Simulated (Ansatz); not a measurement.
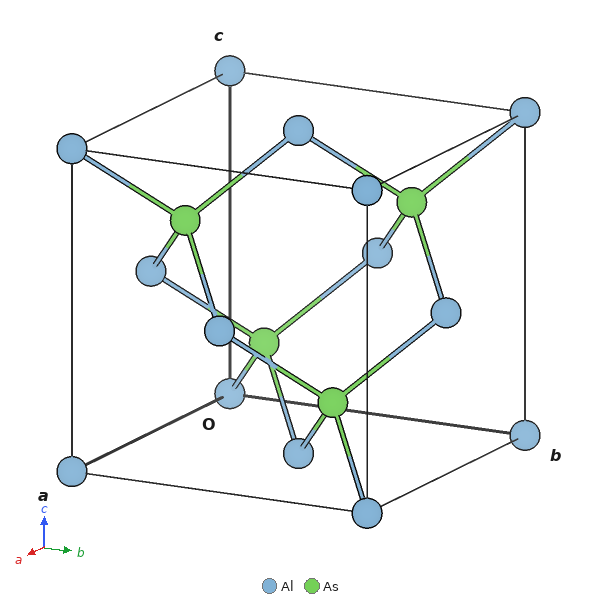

Crystal: AlAs, the end point of a relaxation with DFT PBEsol, scalar-relativistic, plane waves, PAW in Ansatz 0.2.0. One unit cell is drawn above. The drawing is computed from the coordinates (standard cell, symmetry found to 0.002 Å).

```xyz
8
Lattice="5.6746 0.0000 0.0000 0.0000 5.6746 0.0000 0.0000 0.0000 5.6746" Properties=species:S:1:pos:R:3 pbc="T T T"
Al    0.0000    0.0000    0.0000
As    1.4186    1.4186    1.4186
Al    0.0000    2.8373    2.8373
As    1.4186    4.2559    4.2559
Al    2.8373    0.0000    2.8373
As    4.2559    1.4186    4.2559
Al    2.8373    2.8373    0.0000
As    4.2559    4.2559    1.4186
```

> What is its point group?

-43m (Td), order 24, cubic system: three −4 axes, four threefold axes, six mirror planes.

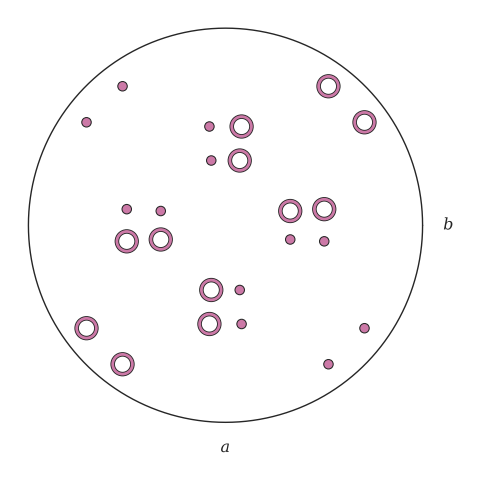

Stereographic projection: filled dots lie in the upper hemisphere, open rings in the lower. The poles are one general form. The c axis points at the viewer.

> What does this class allow?

Class -43m is not centrosymmetric; not polar, but piezoelectricity is allowed; it is not chiral. Its Laue class is m-3m.
